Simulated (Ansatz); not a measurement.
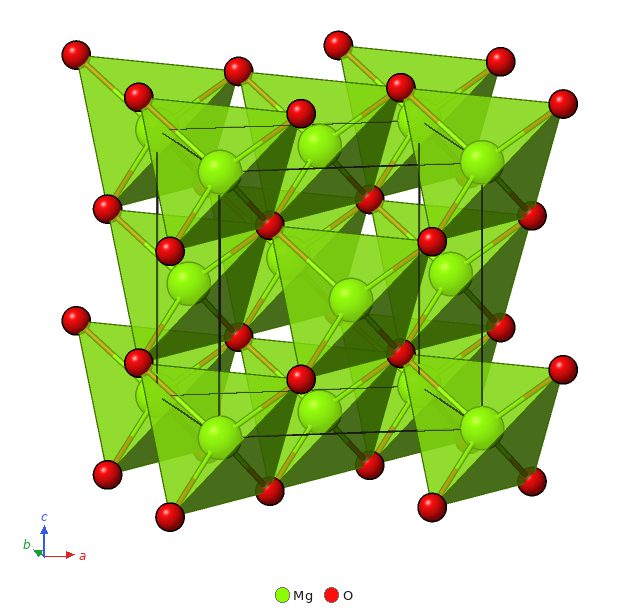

An orthographic polyhedral view of the structure, slightly off an axis. Lines trace the edges of the drawn cell (a repeat of the simulation cell). Some neighbours outside the box are added.

MgO, a = 4.564 Å, b = 4.671 Å, c = 4.564 Å, α = 90.00°, β = 90.00°, γ = 90.00°. Strictly the space group is I-4m2 (No. 119, within 0.01 Å). It is a distorted form of a face-centred cubic structure, space group F-43m (No. 216) within 0.25 Å: zinc blende (sphalerite type). The model was built from a structure type filled with these elements by a generator (whether the compound takes this form wasn't checked). The cell was then strained or its atoms displaced on purpose. A calculation with Ansatz used it as input.

This one geometry was computed with Ansatz (DFT, plane waves, PAW) at three levels of theory: PBE, HSE06 and r2SCAN. It was relaxed with r2SCAN and then strained.

> Which level gives the highest pressure at this volume, and what does that say about its equilibrium volume?

Highest: PBE (1.0 GPa), which points to the largest equilibrium volume. Lowest, with the smallest volume: HSE06 (-2.8 GPa) and r2SCAN (-2.8 GPa). Levels within 0.5 GPa of each other can't be told apart.

> How does the band gap change with the level of theory?

PBE: a gap of 3.51 eV, direct; r2SCAN: a gap of 4.18 eV, direct; HSE06: a gap of 5.10 eV, direct.

> Collect the results in a table.

| level | cutoff (eV) | k-mesh of the run's cell | gap (eV) | pressure (GPa) |
| --- | --- | --- | --- | --- |
| PBE | 420 | 10×10×10 | 3.51 | 1.0 |
| HSE06 | 420 | 6×6×6 | 5.10 | -2.8 |
| r2SCAN | 500 | 10×10×10 | 4.18 | -2.8 |

Gaps are taken on the k-mesh or band path of each run.
